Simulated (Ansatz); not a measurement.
**Geometry relaxation, with input and output: TiS$_{2}$ (part 2 of 2)**

TiS$_{2}$ (P-3m1, 3 atoms in the cell); DFT PBE, spin-orbit coupling, plane waves, PAW (Ansatz 0.2.0); cutoff 420 eV, 12×12×6 k-mesh, Gaussian smearing of 0.05 eV. It belongs to a series of runs on one base structure; here: volume × 1.040.

Geometry of the input (Å; fractional positions):
```
3.4376  0.0000  0.0000
-1.7188  2.9770  0.0000
0.0000  0.0000  6.6307
Ti 0.0000  0.0000  0.0000
S  0.3333  0.6667  0.2154
S  0.6667  0.3333  0.7846
```

### Output, continued
```
SCF iter   1: F=—  HF=-4307.783152 eV  |F-HF|=—  |Δ(HF+E_count)|=         —  Δρ=5.51e-5  dr2=4.71e-8  dr2_m=0.00e0 (ungated)  ethr=6.13e-7  |M|=0.00e0 ∫|m|=0.00e0 μB  |m|>n=0.0e0 m-floor=0.0e0 τ_xc=0.0e0  β_m=0.30  ⟨swp⟩=3.0  Hψ=12560  notcnv=0
eigensolver tolerance schedule: the retry pair's looser diagonalisation over-reported the residual by 3118.29 of it (diagonalisation noise at 1.61 of the residual, at the tolerance the schedule requests for it); recorded, not acted on — ethr = c·dr2/N_el stays at c = 1.0e-1
preconditioner: auto → Kerker (q_TF=auto, 2.294 Å⁻¹)  [metal: Δε(μ)=0.013 eV  Ē_g=6.885 eV  σ=0.050 eV  W_gap=0.14  n_scr=10 (ndim 8)  ℏωp=18.0 eV  f_vac=0.146  D(μ)=0.54/eV (n_scr^D=2)]
spin=Noncollinear: Kerker preconditioning applied to the charge; magnetization (m_x, m_y, m_z) channels mix plain (no charge-response kernel on spin).
SCF iter   2: F=—  HF=-4307.783195 eV  |F-HF|=—  |Δ(HF+E_count)|=   4.28e-5  Δρ=3.88e-5  dr2=2.30e-8  dr2_m=0.00e0 (ungated)  ethr=1.96e-10  |M|=0.00e0 ∫|m|=0.00e0 μB  |m|>n=0.0e0 m-floor=0.0e0 τ_xc=0.0e0  β_m=0.64  ⟨swp⟩=3.0  Hψ=3344  notcnv=0
SCF iter   3: F=—  HF=-4307.783237 eV  |F-HF|=—  |Δ(HF+E_count)|=   4.18e-5  Δρ=2.63e-6  dr2=2.77e-9  dr2_m=0.00e0 (ungated)  ethr=9.59e-11  |M|=0.00e0 ∫|m|=0.00e0 μB  |m|>n=0.0e0 m-floor=0.0e0 τ_xc=0.0e0  β_m=0.57  ⟨swp⟩=2.3  Hψ=2444  notcnv=0
SCF iter   4: F=—  HF=-4307.783237 eV  |F-HF|=—  |Δ(HF+E_count)|=   1.42e-7  Δρ=7.75e-7  dr2=5.77e-10  dr2_m=0.00e0 (ungated)  ethr=1.15e-11  |M|=0.00e0 ∫|m|=0.00e0 μB  |m|>n=0.0e0 m-floor=0.0e0 τ_xc=0.0e0  β_m=0.60  ⟨swp⟩=2.0  Hψ=2167  notcnv=0
SCF iter   5: F=—  HF=-4307.783237 eV  |F-HF|=—  |Δ(HF+E_count)|=  4.08e-10  Δρ=4.73e-7  dr2=5.01e-10  dr2_m=0.00e0 (ungated)  ethr=2.41e-12  |M|=0.00e0 ∫|m|=0.00e0 μB  |m|>n=0.0e0 m-floor=0.0e0 τ_xc=0.0e0  β_m=0.80  ⟨swp⟩=2.1  Hψ=1922  notcnv=0
SCF iter   6: F=-4307.783237 eV  HF=-4307.783237 eV  |F-HF|=1.18e-11  |Δ(HF+E_count)|=  2.62e-10  Δρ=2.59e-7  dr2=8.39e-11  dr2_m=0.00e0 (ungated)  ethr=1.00e-12  |M|=0.00e0 ∫|m|=0.00e0 μB  |m|>n=0.0e0 m-floor=0.0e0 τ_xc=0.0e0  ⟨swp⟩=4.7  Hψ=7631  notcnv=0
SCF 5 converged in 6 iterations: F = -4307.783237 eV  dr2 = 8.39e-11
relax step   5: F+E_penalty+E_count = -4307.78323667 eV  Δ(F+E_penalty+E_count) = -1.400e-6 eV  max|allowed force component| = 1.654e-4 eV/Å  Δτ_max = 0.0000 Å  P = -0.038 GPa  Ω = 67.857 Å³  fix = [volume]  reactions: volume -0.038 GPa  stress off target by 1.55e-4 GPa on what of the cell is left free  SCF on the basis re-selected at this cell (its energy is not comparable with the rows above)  (6 SCF iters)
```

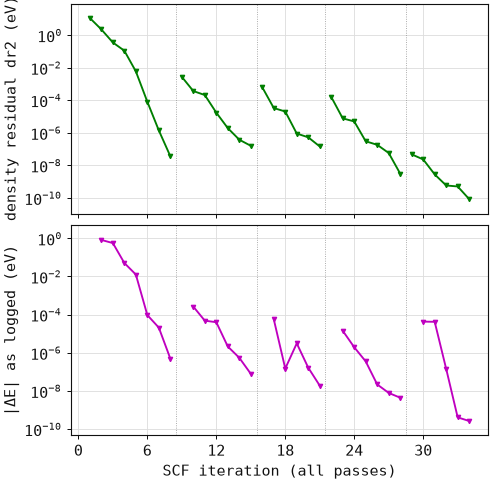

Fig. 1: Convergence of the self-consistent field: density residual dr2 and size of the energy change against the SCF iteration. The dotted lines part the SCF passes of the relaxation: geometry steps, rejected trials and re-solves on a re-selected basis. The 5 passes take 6 to 8 iterations each, 34 in all.

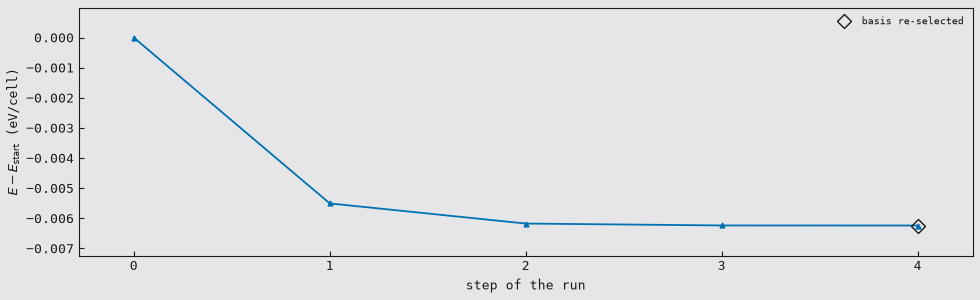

Fig. 2: Progress of the relaxation, step by step (the first geometry is step 0 here and step 1 in the log).

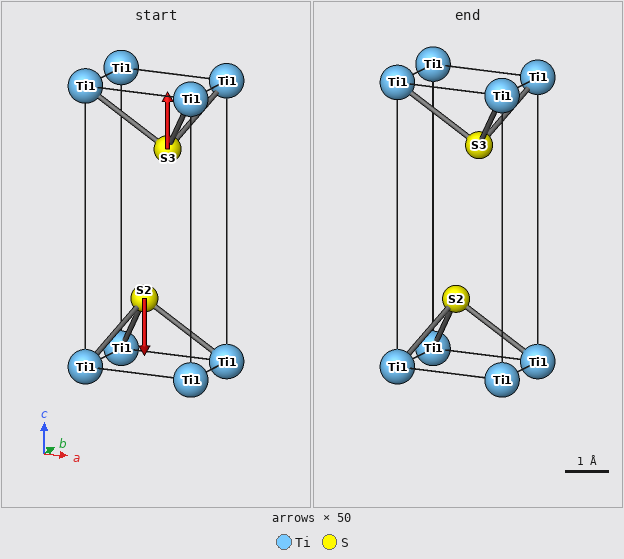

Fig. 3: Before (left) and after (right) the relaxation, at one scale (ball-and-stick view of the cell of the calculation, seen at an oblique angle). The red arrows give the displacements (without the part carried along by the change of the cell), magnified 50 times. The largest moves relative to the cell, 0.027 Å, are those of S2 and S3. Ti stays in place. The drawn cell changes at constant volume: a = b 3.438 → 3.416 Å (−0.6 %), c 6.631 → 6.714 Å (+1.2 %). Distances before and after: Ti1–S2 2.445 → 2.430 Å. The space group stays P-3m1 (No. 164). The energy falls by 6.2 meV per cell of the calculation in 3 geometry steps. The largest force component goes from 0.22 to 0.00016 eV/Å. The pressure goes from −1.55 to −0.04 GPa. A last SCF at the same geometry on a re-selected plane-wave basis shifts the energy by next to nothing (0.0 meV per cell of the calculation). (Atoms are counted from 1 in the order of the input.)

```
basis re-selected at this cell: Δ(F+E_penalty+E_count) = -1.400e-6 eV, ΔP = +0.001 GPa vs the last step (what re-selecting the basis moved, of the pressure what is left beyond the Pulay correction that the steps carried, after the strain that the cell walked since its last selection, with what the two solves' SCF thresholds leave and, on support functions, any second-order correction that the steps lacked; it is no measure of the basis error at this ecutwfc). This SCF's stress stands 1.55e-4 GPa from its target on what of the cell is left free (relax.cell.stress_tol is 1.00e-1 GPa) and its largest allowed force component is 1.65e-4 eV/Å (relax.f_tol is 1.00e-2 eV/Å): within both
SCF converged after 6 iterations
Magnetization: |M| = 0.0000 μB,  M = (+0.0000, +0.0000, +0.0000) μB
Absolute magnetization: 0.0000 μB (∫|m|)
  site 0: m = (+0.0000, +0.0000, +0.0000) μB, |m| = 0.0000 μB  (R = 1.00 Å)
  site 1: m = (+0.0000, +0.0000, +0.0000) μB, |m| = 0.0000 μB  (R = 1.00 Å)
  site 2: m = (+0.0000, +0.0000, +0.0000) μB, |m| = 0.0000 μB  (R = 1.00 Å)
Free energy (F): -4307.783237 eV
Harris-Foulkes:  -4307.783237 eV  (|F-HF|=1.18e-11)
Internal energy: -4307.782563 eV  (E = F + TS)
E sigma→0 (E₀):  -4307.782900 eV
Entropy (-TS):   -0.000674 eV (-0.225 meV/atom)
Fermi energy:    5.730945 eV
--- Per-component energies (eV) ---
  E_band       = -265.049971
  E_kinetic    = 484.604945
  E_local      = -2124.681458  (includes V_loc(G=0)·N_el)
  E_nonlocal   = 62.598283
  E_hartree    = 894.088221
  E_xc         = -292.140676
  E_vxc        = -297.351460  (∫ρ·V_xc dr)
  E_paw        = -2246.813512  (= ΣΔE_a)
  E_vpaw       = -178.396506  (= ΣTr[D̂ρ^β])
  E_aug_tail   = 0.000141  (compensation charges beyond the density's cutoff)
  E_ewald      = -1085.438507
  E_smearing   = -0.000674  (= −TS)
  E_closure    = -0.000000  (closes the sum)
  Σ components = -4307.783237   (vs F -4307.783237, Δ=0.00e0)
--- Forces (eV/Å), atoms counted from 1 ---
  atom   1  Ti    -0.00000000    -0.00000000     0.00000000
  atom   2  S     -0.00000000     0.00000000     0.00016544
  atom   3  S      0.00000000    -0.00000000    -0.00016544
  max |Σ_I F_I| component: 9.25e-18 eV/Å
--- Stress (GPa, compression-positive) ---
       -0.038106       0.000000      -0.000000
        0.000000      -0.038106      -0.000000
        0.000000      -0.000000      -0.037873
  P = ⅓ Tr σ = -0.0380 GPa (-0.380 kbar)
--- Band table (eV; the first three rows and the last of 100) ---
  k-point 0: bands = ["-51.9872", "-51.9872", "-28.6288", "-28.6288", "-27.9845", "-27.9845", "-27.9507", "-27.9507", "-7.8460", "-7.8460", "-6.5568", "-6.5568", "0.9366", "0.9366", "2.9185", "2.9185", "2.9435", "2.9435", "4.7671", "4.7671", "5.6833", "5.6833", "5.7565", "5.7565", "6.1453", "6.1453", "6.1472", "6.1472", "6.6507", "6.6507", "9.2783", "9.2783"]
  k-point 1: bands = ["-51.9872", "-51.9872", "-28.6288", "-28.6288", "-27.9845", "-27.9845", "-27.9507", "-27.9507", "-7.8346", "-7.8346", "-6.5771", "-6.5771", "1.0256", "1.0256", "2.9195", "2.9195", "2.9444", "2.9444", "4.5360", "4.5360", "5.6781", "5.6781", "5.7520", "5.7520", "6.1450", "6.1450", "6.1467", "6.1467", "6.7558", "6.7558", "9.2875", "9.2875"]
  k-point 2: bands = ["-51.9872", "-51.9872", "-28.6288", "-28.6288", "-27.9845", "-27.9845", "-27.9507", "-27.9507", "-7.8106", "-7.8106", "-6.6184", "-6.6184", "1.2272", "1.2272", "2.9214", "2.9214", "2.9463", "2.9463", "4.1053", "4.1053", "5.6686", "5.6686", "5.7430", "5.7430", "6.1442", "6.1442", "6.1459", "6.1459", "6.9112", "6.9112", "9.3061", "9.3061"]
  k-point 99: bands = ["-51.9741", "-51.9741", "-28.6755", "-28.6755", "-28.0401", "-28.0401", "-27.9945", "-27.9945", "-6.1359", "-6.1359", "-6.1294", "-6.1294", "1.5221", "1.5221", "1.5389", "1.5389", "1.7234", "1.7234", "3.0177", "3.0177", "3.3533", "3.3533", "3.3578", "3.3578", "6.8160", "6.8160", "7.2415", "7.2415", "7.2689", "7.2689", "9.0156", "9.0156"]
--- Relaxed structure (4 steps of the walk, 4 accepted, 1 SCFs on fresh bases) ---
  F+E_penalty+E_count = -4307.78323667 eV   max|allowed force component| = 1.654e-4 eV/Å   (the final SCF, on the basis selected at the relaxed cell)
  cell:  # Å, volume = 67.8568 Å³
    - [3.4163008228296126, 2.8689023429704736e-11, 1.081564584792801e-18]
    - [-1.7081504114396515, 2.9586032995257803, 1.0815645847812865e-18]
    - [2.0862336628699458e-18, 3.6134627005956986e-18, 6.713518961950619]
  atoms:
    - { symbol: Ti, position: [1.9430161134690413e-34, -9.695569208434653e-35, 5.232378037020054e-19] }
    - { symbol: S, position: [0.3333333333333333, 0.6666666666666667, 0.21130997245641853] }
    - { symbol: S, position: [0.6666666666666665, 0.33333333333333337, 0.7886900275435811] }
--- Löwdin populations: 3 sites ---
  site symbol       q [e]
     0     Ti     11.2059
     1      S      6.3198
     2      S      6.3198
  spilling = 0.006440 (of n_electrons = 24.000000)
```

### File populations.tsv
```
# site	symbol	l	j	q
# orbitals = lowdin
# n_electrons = 24.000000
# spilling = 0.006440
0	Ti	0_3S	0.5	1.944942
0	Ti	0_4S	0.5	0.563969
0	Ti	1_3P	0.5	1.998669
0	Ti	1_3P	1.5	3.997196
0	Ti	2_3D	1.5	1.093526
0	Ti	2_3D	2.5	1.607610
1	S	0_3S	0.5	1.802319
1	S	1_3P	0.5	1.515885
1	S	1_3P	1.5	3.001557
2	S	0_3S	0.5	1.802319
2	S	1_3P	0.5	1.515885
2	S	1_3P	1.5	3.001557
```

### Trajectory as extended XYZ (Å, eV, eV/Å), 5 frames, from step=1 to step=5
```
3
Lattice="3.4376 0.0000 0.0000 -1.7188 2.9770 0.0000 0.0000 0.0000 6.6307" Properties=species:S:1:pos:R:3:forces:R:3 step=1 energy=-4307.77700 pressure_GPa=-1.55
Ti    0.0000    0.0000    0.0000    0.0000   0.0000   0.0000
S     0.0000    1.9847    1.4282    0.0000   0.0000  -0.2183
S     1.7188    0.9923    5.2026    0.0000   0.0000   0.2183
3
Lattice="3.4278 0.0000 0.0000 -1.7139 2.9686 0.0000 0.0000 0.0000 6.6685" Properties=species:S:1:pos:R:3:forces:R:3 step=2 energy=-4307.78250 pressure_GPa=-0.14
Ti    0.0000    0.0000    0.0000    0.0000   0.0000   0.0000
S     0.0000    1.9790    1.4104    0.0000   0.0000   0.0375
S     1.7139    0.9895    5.2581    0.0000   0.0000  -0.0375
3
Lattice="3.4199 0.0000 0.0000 -1.7099 2.9617 0.0000 0.0000 0.0000 6.6995" Properties=species:S:1:pos:R:3:forces:R:3 step=3 energy=-4307.78317 pressure_GPa=-0.09
Ti    0.0000    0.0000    0.0000    0.0000   0.0000   0.0000
S     0.0000    1.9745    1.4164    0.0000   0.0000   0.0074
S     1.7099    0.9872    5.2830    0.0000   0.0000  -0.0074
3
Lattice="3.4163 0.0000 0.0000 -1.7082 2.9586 0.0000 0.0000 0.0000 6.7135" Properties=species:S:1:pos:R:3:forces:R:3 step=4 energy=-4307.78323 pressure_GPa=-0.04
Ti    0.0000    0.0000    0.0000    0.0000   0.0000   0.0000
S     0.0000    1.9724    1.4186    0.0000   0.0000   0.0002
S     1.7082    0.9862    5.2949    0.0000   0.0000  -0.0002
3
Lattice="3.4163 0.0000 0.0000 -1.7082 2.9586 0.0000 0.0000 0.0000 6.7135" Properties=species:S:1:pos:R:3:forces:R:3 step=5 energy=-4307.78324 pressure_GPa=-0.04
Ti    0.0000    0.0000    0.0000    0.0000   0.0000   0.0000
S     0.0000    1.9724    1.4186    0.0000   0.0000   0.0002
S     1.7082    0.9862    5.2949    0.0000   0.0000  -0.0002
```

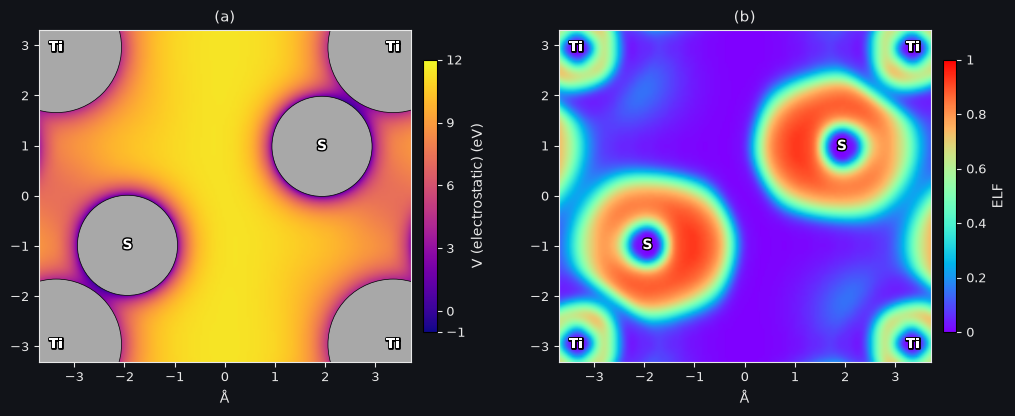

Fig. 4: (a) electrostatic potential (local pseudopotential plus Hartree) felt by an electron; (b) electron localisation function on the (110) plane of the conventional cell. Grey discs, where drawn, cover atomic cores. Ti–S (2.43 Å): the ELF is about 0.50 at the midpoint. The strong features right at Ti lie inside the PAW spheres (semicore, d or f shells) and say nothing about bonding. Outside the cores the potential energy rises away from the atoms and is highest about 2.5 Å from the nearest atoms; outside the discs it spans about 12 eV, and its zero is arbitrary. The fields are those of the smooth PAW valence density.

### Results in brief

| quantity | value |
| --- | --- |
| outcome | converged |
| space group (tolerance 0.01 Å) | P-3m1 (164) |
| electrons treated | 24 |
| free energy | −4307.7832 eV |
| Fermi energy | 5.731 eV |
| gap on the k-point mesh | none (metallic) |
| net moment of the cell | 0.00 μB |
| integrated absolute moment | 0.00 μB |
| pressure | −0.04 GPa |
| final volume | 67.86 Å³ |
| largest force (length of the vector) at the end | under 0.001 eV/Å |
| final cell | a = 3.416 Å, b = 3.416 Å, c = 6.714 Å, α = 90.00°, β = 90.00°, γ = 120.00° |
| hardware | 4 threads of Arm Neoverse V2, 24 GiB of memory available, shared host |
| wall time | 56 s (CPU time 3.7 min) |
| peak memory | 0.76 GiB |
